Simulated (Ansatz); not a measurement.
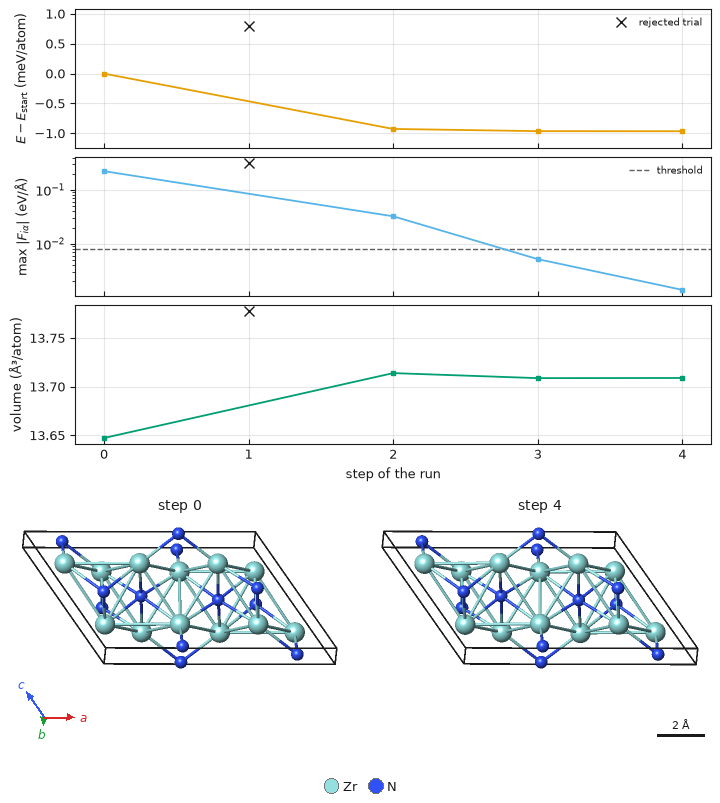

First and last geometry of a relaxation of a crystal of Zr3N2 (set up in C2/c), with the history of the run. A ball-and-stick model of the conventional cell (2 times the calculation's cell), seen from a free direction. Lengths and directions refer to the drawn axes.

Case: biaxial strain in the a-b plane of -4.0 %; c and atoms relaxed.

The calculation used DFT r2SCAN, scalar-relativistic, plane waves, PAW in Ansatz.

Input file:
```yaml
crystal:
  lattice:
    - [2.7106736934, 1.5650081866, 5.0265755219]
    - [-2.7106736934, 1.5650081866, 5.0265755219]
    - [0.0, -3.4153579074, 5.1154156945]
  atoms:
    - { symbol: Zr, position: [0.4238028967, 0.0761971033, 0.75] }
    - { symbol: Zr, position: [0.0778328962, 0.7471814755, 0.4264190808] }
    - { symbol: Zr, position: [0.7528185245, 0.4221671038, 0.0735809192] }
    - { symbol: Zr, position: [0.2471814755, 0.5778328962, 0.9264190808] }
    - { symbol: Zr, position: [0.9221671038, 0.2528185245, 0.5735809192] }
    - { symbol: Zr, position: [0.5761971033, 0.9238028967, 0.25] }
    - { symbol: "N", position: [0.3396995483, 0.3374756401, 0.3390058411] }
    - { symbol: "N", position: [0.1625243599, 0.1603004517, 0.1609941589] }
    - { symbol: "N", position: [0.8374756401, 0.8396995483, 0.8390058411] }
    - { symbol: "N", position: [0.6603004517, 0.6625243599, 0.6609941589] }
basis:
  ecutwfc: 500
kpoints:
  mp_grid: { grid: [12, 12, 12] }
hamiltonian:
  xc: r2scan
scf:
  occupations: { method: gaussian, width: 0.1 }
output:
  forces: true
  stress: true
  eigenvalues: true
relax:
  adjacent_minimum: "off"
  f_tol: 0.008
  max_steps: 40
  cell: { stress_tol: 0.015, fix: [a, b, gamma] }
```

Launched with:
```bash
ansatz run input.yaml --threads 2 --pin off --max-ram 5120MiB --backend cpu --events-out ev --progress --plain --runs-dir out
```

**What do the curves and the structures tell?**

The run was cut off at its time limit before the relaxation converged, so the last structure is only a point on the way. Over 3 accepted moves (4 points after the start) the energy falls by 1.0 meV per atom. Largest force component: 0.22 eV/Å at the start, 0.0014 eV/Å at the end. Pressure: 14.08 GPa at the start and 12.80 GPa at the end. The line search rejected the trial step at point 1 of the run. The largest moves relative to the cell, 0.015 Å, are those of Zr2, Zr3, Zr4 and Zr5. Zr3 goes roughly along [0 −1 −1]. Largest moves by element: Zr 0.015 Å, N 0.007 Å. Cell: a 9.962 → 10.006 Å (+0.4 %), b unchanged at 5.421 Å, c 6.151 → 6.165 Å (+0.2 %), β 124.8° → 124.9°. Volume +0.5 %. Near-neighbour distances that change, for instance: Zr1–Zr2 3.368 → 3.388 Å, Zr1–Zr2 (another image) 3.115 → 3.132 Å, Zr1–Zr2 (another image) 3.194 → 3.179 Å, Zr1–Zr6 3.184 → 3.196 Å. The space group stays C2/c (No. 15). Cost: 6.6 min on 2 threads of AMD EPYC 9R45 96-Core Processor (Zen 5), with other jobs on the host, peak memory 3.2 GiB.
